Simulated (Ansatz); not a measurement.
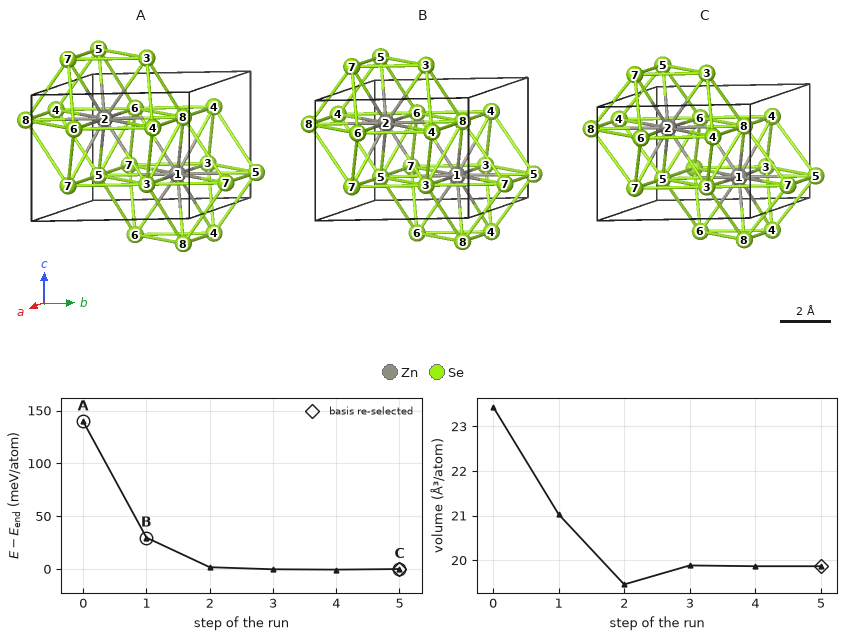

Frames of a relaxation of solid ZnSe3 (built on the Ni3Sn (D0_19)_194 type) (coarse preliminary run), marked on the history of the run. Style: ball-and-stick. Shown: the cell of the calculation, slightly off an axis.

Case: Ni3Sn (D0_19) type (P6_3/mmc, No. 194).

These are results of DFT PBE, scalar-relativistic, plane waves, PAW (Ansatz), not measurements. Set-up: plane-wave cutoff 420 eV; k-point mesh 3 × 3 × 4; occupations gaussian; smearing width 0.1 eV; no spin polarisation; cell and atoms relaxed; force threshold 0.04 eV/Å; at most 70 steps.

**Describe the path.**

The largest moves relative to the cell, 0.10 Å, are those of Se3, Se4, Se5, Se6, Se7 and Se8. Se4 goes along [1 −1 0]. Zn stays in place. The volume changes by −15.3 %, with a = b 6.462 → 6.271 Å (−3.0 %), c 5.187 → 4.667 Å (−10.0 %). Near-neighbour distances that change, for instance: Zn1–Se4 3.192 → 2.888 Å, Se3–Se5 3.224 → 2.948 Å, Se3–Se4 3.197 → 3.021 Å, Zn1–Se3 3.231 → 3.137 Å. The space group stays P6_3/mmc (No. 194). After 4 accepted moves (5 points after the start) the energy has fallen by 140 meV per atom. The largest force component goes from 0.43 to 0.001 eV/Å. Pressure: −7.39 GPa at the start and −0.07 GPa at the end. The SCF was repeated once at an unchanged geometry on a basis and grid sized afresh for the cell, which shifted the energy by 0.5 meV per atom at most. From step 0 to 1: Se atoms move most (0.05 Å), volume −10.3 %, energy −110 meV per atom. From step 1 to 5: Se atoms move most (0.05 Å), volume −5.5 %, energy −29.8 meV per atom.

```
step  E − E(0), meV/atom  largest force component, eV/Å  pressure, GPa  volume, Å³/atom                      note
   0                0.00                         0.4274          -7.39           23.444                          
   1             -109.93                         0.2938          -3.79           21.031                          
   2             -137.95                         0.0734           1.32           19.459                          
   3             -139.92                         0.0036          -0.15           19.885                          
   4             -140.24                         0.0006          -0.07           19.867                          
   5             -139.70                         0.0010          -0.07           19.867  same geometry, new basis
```
